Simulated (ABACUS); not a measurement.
Run report: C, single-point calculation

C (C2/m, 2 atoms in the cell), computed with Kohn-Sham DFT of a periodic cell, PBE, PseudoDojo NC SR 0.4.1 PBE standard, no spin polarisation (ABACUS 3.10.1).

The structure derives from a Materials Project entry.

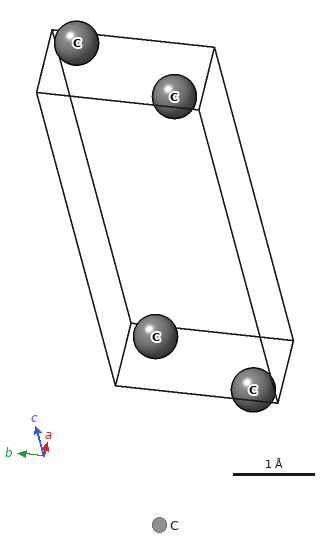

**Figure 1.** The structure (ball-and-stick view of the reduced cell, seen at an oblique angle).

The input:
```
INPUT_PARAMETERS
suffix              C
calculation         scf
basis_type          lcao
pseudo_dir          ./
orbital_dir         ./
symmetry            1
dft_functional      pbe
ecutwfc             100
pseudo_rcut         10
nspin               1
nbands              8
ks_solver           genelpa
smearing_method     fd
smearing_sigma      0.00367493
scf_thr             1e-07
scf_nmax            100
mixing_type         broyden
mixing_beta         0.7
cal_force           1
cal_stress          1
out_mul             1
```

File STRU:
```
ATOMIC_SPECIES
C 12.0110 C.upf

NUMERICAL_ORBITAL
C_confined-atom_6au_2s2p1d.orb

LATTICE_CONSTANT
1.8897261246

LATTICE_VECTORS
2.1273203072 -1.2282824400 0.0000000000
2.1273203072 1.2282824400 0.0000000000
-1.3790696309 0.0000000000 3.5028300786

ATOMIC_POSITIONS
Direct

C
0.0
2
0.1666444700 0.1666444700 0.9999069600 1 1 1
0.8333555300 0.8333555300 0.0000930400 1 1 1
```

File KPT:
```
K_POINTS
0
Gamma
13 13 8 0 0 0
```

Run on 4 threads of AMD EPYC (Zen 3), 24 GiB of memory available, shared host.

Run as:
```bash
OMP_NUM_THREADS=1 mpirun -np 4 abacus > log
```

Log:
```
ABACUS v3.10.1

               Atomic-orbital Based Ab-initio Computation at UStc

 ------------------------------------------------------------------------------------

 READING GENERAL INFORMATION
                           global_out_dir = OUT.C/
                           global_in_card = INPUT
                               pseudo_dir = ./
                              orbital_dir = ./
                                    DSIZE = 4
                                    GSIZE = 1

 READING UNITCELL INFORMATION
                                    ntype = 1
                  lattice constant (Bohr) = 1.88973
              lattice constant (Angstrom) = 1

 READING ATOM TYPE 1
                               atom label = C
                      L=0, number of zeta = 2
                      L=1, number of zeta = 2
                      L=2, number of zeta = 1
             number of atom for this type = 2

                        TOTAL ATOM NUMBER = 2
DIRECT COORDINATES
    atom                   x                   y                   z     mag                  vx                  vy                  vz
taud_C1            0.1666444700        0.1666444700        0.9999069600  0.0000        0.0000000000        0.0000000000        0.0000000000
taud_C2            0.8333555300        0.8333555300        0.0000930400  0.0000        0.0000000000        0.0000000000        0.0000000000

                          Volume (Bohr^3) = 123.531
                             Volume (A^3) = 18.3054

 Lattice vectors: (Cartesian coordinate: in unit of a_0)
             +2.12732            -1.22828                  +0
             +2.12732            +1.22828                  +0
             -1.37907                  +0            +3.50283
 Reciprocal vectors: (Cartesian coordinate: in unit of 2 pi/a_0)
            +0.235037           -0.407072          +0.0925346
            +0.235037           +0.407072          +0.0925346
                   -0                  -0           +0.285483
 The esolver type has been set to : ksdft_lcao

                PAO radial cut off (Bohr) = 10

 Read in pseudopotential file is C.upf
                     pseudopotential type = NC
          exchange-correlation functional = PBE
                 nonlocal core correction = 1
                        valence electrons = 4
                                     lmax = 1
                           number of zeta = 2
                     number of projectors = 4
                           L of projector = 0
                           L of projector = 0
                           L of projector = 1
                           L of projector = 1
     initial pseudo atomic orbital number = 8

 SETUP THE ELECTRONS NUMBER
             electron number of element C = 4
       total electron number of element C = 8
            AUTOSET number of electrons:  = 8
                           occupied bands = 4
                                   NLOCAL = 26
                                   NBANDS = 8
                                   NBANDS = 8
                                   NLOCAL = 26

 SETUP THE PLANE WAVE BASIS
 energy cutoff for charge/potential (unit:Ry) = 400
            fft grid for charge/potential = [ 30, 30, 45 ]
                        fft grid division = [ 5, 5, 3 ]
        big fft grid for charge/potential = [ 6, 6, 15 ]
                                     nbxx = 144
                                     nrxx = 10800

 SETUP PLANE WAVES FOR CHARGE/POTENTIAL
                    number of plane waves = 16661
                         number of sticks = 595

 PARALLEL PW FOR CHARGE/POTENTIAL
     PROC   COLUMNS(POT)             PW
        1            148           4165
        2            149           4164
        3            149           4166
        4            149           4166
 --------------- sum -------------------
        4            595          16661
                            number of |g| = 3059
                                  max |g| = 36.1745
                                  min |g| = 0

----------- Double Check Mixing Parameters Begin ------------
mixing_type: broyden
mixing_beta: 0.7
mixing_gg0: 1
mixing_gg0_min: 0.1
mixing_ndim: 8
----------- Double Check Mixing Parameters End ------------

 LATTICE VECTORS: (CARTESIAN COORDINATE: IN UNIT OF A0)
             +2.12732            -1.22828                  +0
             +2.12732            +1.22828                  +0
             -1.37907                  +0            +3.50283
                       right hand lattice = 1
                                   NORM_A = 2.45645
                                   NORM_B = 2.45645
                                   NORM_C = 3.76453
                           ALPHA (DEGREE) = 108.497
                           BETA  (DEGREE) = 108.497
                           GAMMA (DEGREE) = 60.003

 The lattice vectors have been changed (STRU_SIMPLE.cif)

(for optimal symmetric configuration:)
                             BRAVAIS TYPE = 13
                     BRAVAIS LATTICE NAME = 13. Monoclinic A (base-center)
                                    ibrav = 13
                                    IBRAV = 13
                                  BRAVAIS = BASE CENTERED MONOLINIC CELL
                       LATTICE CONSTANT A = 4.25464
                                B/A RATIO = 0.577385
                                C/A RATIO = 1.86718
                                COS(BETA) = -0.897541
Original cell was already a primitive cell.
                        ROTATION MATRICES = 4
              PURE POINT GROUP OPERATIONS = 4
                   SPACE GROUP OPERATIONS = 4
                                       C2 = 1
                                       C3 = 0
                                       C4 = 0
                                       C6 = 0
                                       S1 = 1
                                       S3 = 0
                                       S4 = 0
                                       S6 = 0
                              POINT GROUP = C_2h
                                       C2 = 1
                                       C3 = 0
                                       C4 = 0
                                       C6 = 0
                                       S1 = 1
                                       S3 = 0
                                       S4 = 0
                                       S6 = 0
               POINT GROUP IN SPACE GROUP = C_2h

 SETUP K-POINTS
                                    nspin = 1
                   Input type of k points = Monkhorst-Pack(Gamma)
                                   nkstot = 1352
                       right hand lattice = 1
(for reciprocal lattice: )
                             BRAVAIS TYPE = 13
                     BRAVAIS LATTICE NAME = 13. Monoclinic A (base-center)
                                    ibrav = 13
                       right hand lattice = 1
(for k-lattice: )
                             BRAVAIS TYPE = 13
                     BRAVAIS LATTICE NAME = 13. Monoclinic A (base-center)
                                    ibrav = 13
                       right hand lattice = 1
                        ROTATION MATRICES = 4
                               nkstot_ibz = 371
K-POINTS REDUCTION ACCORDING TO SYMMETRY
     IBZ    DIRECT_X    DIRECT_Y    DIRECT_Z  WEIGHT  ibz2bz
       1  0.00000000  0.00000000  0.00000000  0.0007       0
       2  0.07692308  0.00000000  0.00000000  0.0030       1
       3  0.15384615  0.00000000  0.00000000  0.0030       2
       4  0.23076923  0.00000000  0.00000000  0.0030       3
       5  0.30769231  0.00000000  0.00000000  0.0030       4
       6  0.38461538  0.00000000  0.00000000  0.0030       5
       7  0.46153846  0.00000000  0.00000000  0.0030       6
       8  0.07692308  0.07692308  0.00000000  0.0015      14
       9  0.15384615  0.07692308  0.00000000  0.0030      15
      10  0.23076923  0.07692308  0.00000000  0.0030      16
      11  0.30769231  0.07692308  0.00000000  0.0030      17
      12  0.38461538  0.07692308  0.00000000  0.0030      18
      13  0.46153846  0.07692308  0.00000000  0.0030      19
      14 -0.07692308  0.46153846  0.00000000  0.0030      20
      15 -0.07692308  0.38461538  0.00000000  0.0030      21
      16 -0.07692308  0.30769231  0.00000000  0.0030      22
      17 -0.07692308  0.23076923  0.00000000  0.0030      23
      18 -0.07692308  0.15384615  0.00000000  0.0030      24
      19 -0.07692308  0.07692308  0.00000000  0.0015      25
      20  0.15384615  0.15384615  0.00000000  0.0015      28
      21  0.23076923  0.15384615  0.00000000  0.0030      29
      22  0.30769231  0.15384615  0.00000000  0.0030      30
      23  0.38461538  0.15384615  0.00000000  0.0030      31
      24  0.46153846  0.15384615  0.00000000  0.0030      32
      25 -0.15384615  0.46153846  0.00000000  0.0030      33
      26 -0.15384615  0.38461538  0.00000000  0.0030      34
      27 -0.15384615  0.30769231  0.00000000  0.0030      35
      28 -0.15384615  0.23076923  0.00000000  0.0030      36
      29 -0.15384615  0.15384615  0.00000000  0.0015      37
      30  0.23076923  0.23076923  0.00000000  0.0015      42
[... 341 further k points ...]

                               nkstot now = 371
[... K-POINTS DIRECT COORDINATES: 371 rows ...]

           k-point number in this process = 371
       minimum distributed K point number = 371
[... stars of the k points ...]

[... K-POINTS CARTESIAN COORDINATES: 371 rows ...]

[... K-POINTS DIRECT COORDINATES: 371 rows ...]

 SETUP PLANE WAVES FOR WAVE FUNCTIONS
     energy cutoff for wavefunc (unit:Ry) = 100
              fft grid for wave functions = [ 30, 30, 45 ]
                    number of plane waves = 3047
                         number of sticks = 199

 PARALLEL PW FOR WAVE FUNCTIONS
     PROC   COLUMNS(POT)             PW
        1             50            763
        2             50            761
        3             49            761
        4             50            762
 --------------- sum -------------------
        4            199           3047

 SET NONLOCAL PSEUDOPOTENTIAL PROJECTORS
 max number of nonlocal projetors among all species is 4

 -------------------------------------------
 SELF-CONSISTENT
 -------------------------------------------

 SETUP SEARCHING RADIUS FOR PROGRAM TO SEARCH ADJACENT ATOMS
                  longest orb rcut (Bohr) = 6
   longest nonlocal projector rcut (Bohr) = 1.3
                     search radius (Bohr) = 14.6
              searching radius is (Bohr)) = 14.6
         searching radius unit is (Bohr)) = 1.89
                         PeriodicBoundary = 1
                        Radius(unit:lat0) = 7.73
                                   glayer = [ 5, 5, 4 ]
                             glayer_minus = [ 4, 4, 3 ]

Find the coordinate range of the input atom(unit:lat0).
                                  min_tau = [ -21.8, -9.83, -10.5 ]
                                  max_tau = [ 24.7, 9.83, 14 ]
                                BoxNumber = [ 9, 9, 7 ]

 SETUP EXTENDED REAL SPACE GRID FOR GRID INTEGRATION
                          real space grid = [ 30, 30, 45 ]
                 big cell numbers in grid = [ 6, 6, 15 ]
             meshcell numbers in big cell = [ 5, 5, 3 ]
                        extended fft grid = [ 10, 10, 14 ]
                dimension of extened grid = [ 27, 27, 44 ]
                            UnitCellTotal = 75
              Atom number in sub-FFT-grid = 2
    Local orbitals number in sub-FFT-grid = 26
                                ParaV.nnr = 13441
                                 init_chg = atomic

 LCAO ALGORITHM --------------- ION=   1  ELEC=   1--------------------------------

 Density error is 0.155266619674
----------------------------------------------------------
     Energy           Rydberg                 eV
----------------------------------------------------------
 E_KohnSham     -24.0573471742       -327.3170003328
 E_Harris       -22.7607718244       -309.6761876891
 E_Fermi        0.3772450207         5.1326818236
----------------------------------------------------------

 LCAO ALGORITHM --------------- ION=   1  ELEC=   2--------------------------------

 Density error is 0.0349245983076
----------------------------------------------------------
     Energy           Rydberg                 eV
----------------------------------------------------------
 E_KohnSham     -24.0683985626       -327.4673621864
 E_Harris       -23.7846312998       -323.6065105066
 E_Fermi        0.4686988724         6.3769753110
----------------------------------------------------------

 LCAO ALGORITHM --------------- ION=   1  ELEC=   3--------------------------------

 Density error is 0.00691621654801
----------------------------------------------------------
     Energy           Rydberg                 eV
----------------------------------------------------------
 E_KohnSham     -24.0690729289       -327.4765374108
 E_Harris       -24.0532952454       -327.2618710139
 E_Fermi        0.4882077883         6.6424077284
----------------------------------------------------------

 LCAO ALGORITHM --------------- ION=   1  ELEC=   4--------------------------------

 Density error is 0.000530332924461
----------------------------------------------------------
     Energy           Rydberg                 eV
----------------------------------------------------------
 E_KohnSham     -24.0690772070       -327.4765956177
 E_Harris       -24.0646941170       -327.4169606185
 E_Fermi        0.4888066628         6.6505558346
----------------------------------------------------------

 LCAO ALGORITHM --------------- ION=   1  ELEC=   5--------------------------------

 Density error is 8.44908839809e-05
----------------------------------------------------------
     Energy           Rydberg                 eV
----------------------------------------------------------
 E_KohnSham     -24.0690773368       -327.4765973827
 E_Harris       -24.0692527609       -327.4789841501
 E_Fermi        0.4892522315         6.6566181078
----------------------------------------------------------

 LCAO ALGORITHM --------------- ION=   1  ELEC=   6--------------------------------

 Density error is 1.06042317351e-05
----------------------------------------------------------
     Energy           Rydberg                 eV
----------------------------------------------------------
 E_KohnSham     -24.0690773390       -327.4765974129
 E_Harris       -24.0689546596       -327.4749282740
 E_Fermi        0.4892326341         6.6563514711
----------------------------------------------------------

 LCAO ALGORITHM --------------- ION=   1  ELEC=   7--------------------------------

 Density error is 6.64281125343e-07
----------------------------------------------------------
     Energy           Rydberg                 eV
----------------------------------------------------------
 E_KohnSham     -24.0690773391       -327.4765974142
 E_Harris       -24.0690849620       -327.4767011296
 E_Fermi        0.4892419143         6.6564777355
----------------------------------------------------------

 LCAO ALGORITHM --------------- ION=   1  ELEC=   8--------------------------------

 Density error is 1.10472901728e-07
----------------------------------------------------------
     Energy           Rydberg                 eV
----------------------------------------------------------
 E_KohnSham     -24.0690773391       -327.4765974150
 E_Harris       -24.0690786448       -327.4766151790
 E_Fermi        0.4892412536         6.6564687462
----------------------------------------------------------

 LCAO ALGORITHM --------------- ION=   1  ELEC=   9--------------------------------

 Density error is 1.05350093019e-08
----------------------------------------------------------
     Energy           Rydberg                 eV
----------------------------------------------------------
 E_KohnSham     -24.0690773391       -327.4765974151
 E_KS(sigma->0) -24.0690773023       -327.4765969133
 E_Harris       -24.0690772637       -327.4765963879
 E_band         -1.5597659715        -21.2217047586
 E_one_elec     -6.9973768254        -95.2041958788
 E_Hartree      7.4138406464         100.8704768550
 E_xc           -8.5808247401        -116.7481100049
 E_Ewald        -15.9047163463       -216.3947673829
 E_entropy(-TS) -0.0000000738        -0.0000010035
 E_descf        0.0000000000         0.0000000000
 E_exx          0.0000000000         0.0000000000
 E_Fermi        0.4892411009         6.6564666683
----------------------------------------------------------

 charge density convergence is achieved
 final etot is -327.47659742 eV
 EFERMI = 6.6564666683 eV

 STATE ENERGY(eV) AND OCCUPATIONS    NSPIN == 1
 1/371 kpoint (Cartesian) = 0.0000 0.0000 0.0000 (523 pws)
       1       -12.9848     0.00147929
       2      -0.261718     0.00147929
       3        3.51023     0.00147929
       4        3.51393     0.00147929
       5        11.3396    3.11377e-44
       6        15.0421    2.15587e-76
       7        15.0442    2.06594e-76
       8        18.2625        0.00000

 2/371 kpoint (Cartesian) = 0.018080 -0.031313 0.0071180 (525 pws)
       1       -12.9520     0.00591716
       2      -0.110899     0.00591716
       3        2.94360     0.00591716
       4        3.21379     0.00591716
       5        11.5318    2.66453e-45
       6        15.1327    1.40887e-76
       7        15.6398    5.54373e-81
       8        17.7385        0.00000

 3/371 kpoint (Cartesian) = 0.036160 -0.062627 0.014236 (523 pws)
       1       -12.5747     0.00591716
       2       0.339351     0.00591716
       3        1.48143     0.00591716
       4        2.48244     0.00591716
       5        12.1220    1.99206e-50
       6        15.1708    6.56496e-77
       7        16.3417    4.44104e-87
       8        17.2457        0.00000

 4/371 kpoint (Cartesian) = 0.054239 -0.093940 0.021354 (519 pws)
       1       -11.8949     0.00591716
       2      -0.438245     0.00591716
       3        1.07956     0.00591716
       4        1.62994     0.00591716
       5        13.0804    9.42690e-59
       6        14.4293    1.81299e-70
       7        15.0291    1.11749e-75
       8        19.5138        0.00000

 5/371 kpoint (Cartesian) = 0.072319 -0.12525 0.028472 (517 pws)
       1       -10.9329     0.00591716
       2       -2.49464     0.00591716
       3       0.881571     0.00591716
       4        2.08175     0.00591716
       5        12.3123    4.42932e-52
       6        14.2763    3.86688e-69
       7        14.9628    4.20804e-75
       8        22.1161        0.00000

 6/371 kpoint (Cartesian) = 0.090399 -0.15657 0.035590 (515 pws)
       1       -9.70969     0.00591716
       2       -4.50691     0.00591716
       3       0.346138     0.00591716
       4        3.26228     0.00591716
       5        10.3228    8.45253e-35
       6        14.3910    3.89920e-70
       7        16.3247    6.23178e-87
       8        22.3507        0.00000

[... levels at 365 further k points ...]

 correction force for each atom along direction 1 is 4.83503e-15
 correction force for each atom along direction 2 is 3.20577e-15
 correction force for each atom along direction 3 is -7.39855e-15
------------------------------------------------------------------------------------------
 TOTAL-FORCE (eV/Angstrom)
------------------------------------------------------------------------------------------
                        C1        -0.0015800225         0.0000000000         0.0026625209
                        C2         0.0015800225         0.0000000000        -0.0026625209
------------------------------------------------------------------------------------------

----------------------------------------------------------------
 TOTAL-STRESS (KBAR)
----------------------------------------------------------------
       106.1743746505         0.0000000000        -0.5700762393
        -0.0000000000       105.4786722429         0.0000000000
        -0.5700762393         0.0000000000        11.1818003787
----------------------------------------------------------------
 TOTAL-PRESSURE: 74.278282 KBAR

 --------------------------------------------
 !FINAL_ETOT_IS -327.4765974151145542 eV
 --------------------------------------------
```

Key numbers:

```json
{"quantity": "outcome", "value": "converged"}
{"quantity": "space group (tolerance 0.01 Å)", "value": "C2/m (12)"}
{"quantity": "electrons treated", "value": "8"}
{"quantity": "free energy", "value": "−327.4766 eV"}
{"quantity": "Fermi energy", "value": "6.656 eV"}
{"quantity": "gap on the k-point mesh", "value": "0.94 eV"}
{"quantity": "pressure", "value": "7.43 GPa"}
{"quantity": "largest force (length of the vector)", "value": "0.003 eV/Å"}
{"quantity": "wall time", "value": "5.8 s (CPU time 23 s)"}
{"quantity": "peak memory", "value": "0.36 GiB"}
```

Remarks:

Points of doubt noted for this run: home made orbitals.
